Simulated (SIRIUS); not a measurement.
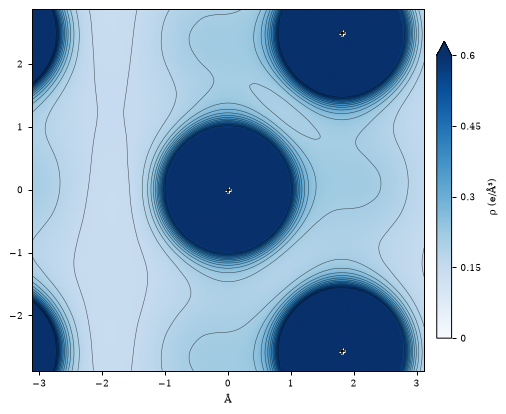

The total electron density on a plane through atoms (crosses mark nuclei in the plane).

Theory: Kohn-Sham DFT of a periodic cell, PBEsol, all-electron FP-LAPW (SIRIUS 7.12.0).

Candidates:
A. Hf, a = 5.54 Å, b = 3.20 Å, c = 5.06 Å, α = 90.00°, β = 90.00°, γ = 90.00°. Space group C2/m.
B. Si₂W, a = 3.21 Å, b = 3.21 Å, c = 7.83 Å, α = 90.00°, β = 90.00°, γ = 90.00°. Space group I4/mmm.
C. Te, a = 4.45 Å, b = 4.45 Å, c = 5.92 Å, α = 90.00°, β = 90.00°, γ = 120.00°. Space group P3₁21.

**Which system is this?**

Candidate A: Hf on the (010) plane of the conventional cell, which holds Hf. Hf–Hf (3.08 Å): ρ at the midpoint is about 0.2 e/Å³. Hf–Hf (3.14 Å): ρ at the midpoint is about 0.19 e/Å³.
